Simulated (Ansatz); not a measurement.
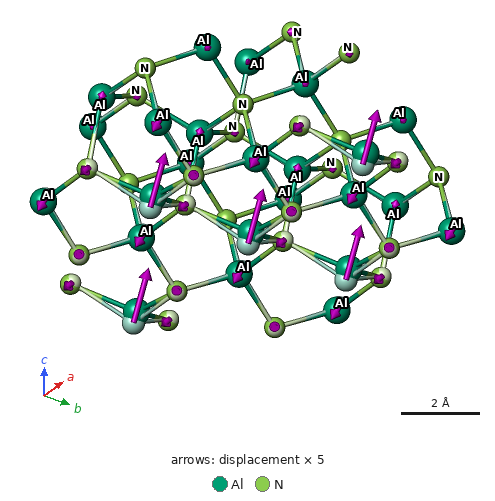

A relaxation of a slab of composition Al₁₆N₁₆. The starting structure is drawn faded, the final one solid; purple arrows show the displacements, magnified 5 times.

Style: ball-and-stick. Shown: the atoms within 5.8 Å of the atom that moves most (axes of the 1 × 3 repeat of the cell, outlined in the plane, without the vacuum (origin shifted)), from a free direction.

Computed with DFT, PBEsol, PAW, plane waves (Ansatz). (plane-wave cutoff 420 eV; k-point mesh 4 × 6 × 1; no spin polarisation; atoms relaxed in a fixed cell; force threshold 0.03 eV/Å; at most 80 steps)

What did the optimiser do to the structure, and how much energy did it gain?

Over 4 accepted moves (5 points after the start) the energy falls by 1.386 eV per cell of the calculation. The largest force component goes from 2.4 to 0.024 eV/Å. 1 step only repeated the SCF at the same geometry. An Al atom moves most relative to the layer's centre: 0.30 Å at 33° to the normal (+c side). Largest moves by element: Al 0.30 Å, N 0.07 Å. The cell stays as it was. Among the contacts that change: Al–N 1.951 → 1.768 Å, Al–N 1.923 → 1.833 Å, Al–N 1.876 → 1.947 Å, Al–N 1.906 → 1.960 Å. Bond angles that change, for instance: Al–N–Al 112.9° → 101.2°, N–Al–N 105.1° → 116.5°, Al–N–Al 112.1° → 101.2°.
